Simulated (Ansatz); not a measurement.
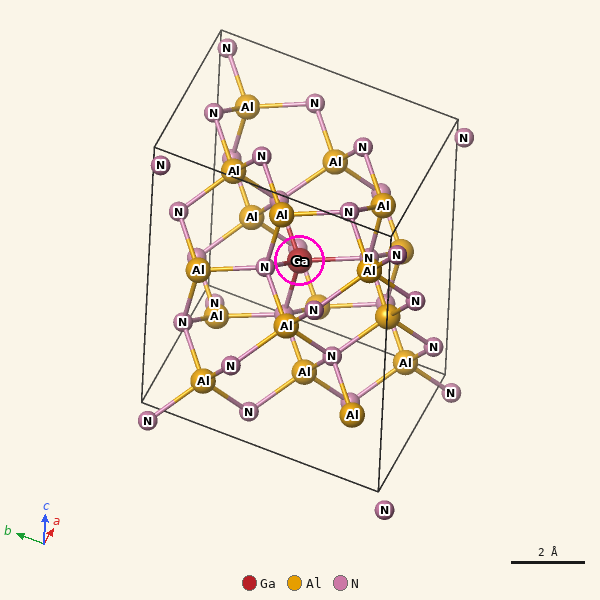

Shown here is a ball-and-stick view of the crystal, taken from a general direction. The parallelepiped is the supercell. The host is AlN, in a cell of 36 sites, and the cell is neutral. A ring marks the defect's site.

> What imperfection does the supercell contain?

Gallium on an aluminium site (a substitutional impurity). It is bonded to four N in a tetrahedral arrangement at about 2.0 Å.

The atoms were relaxed in the host's cell with Ansatz, DFT PBE, scalar-relativistic, plane waves, PAW.
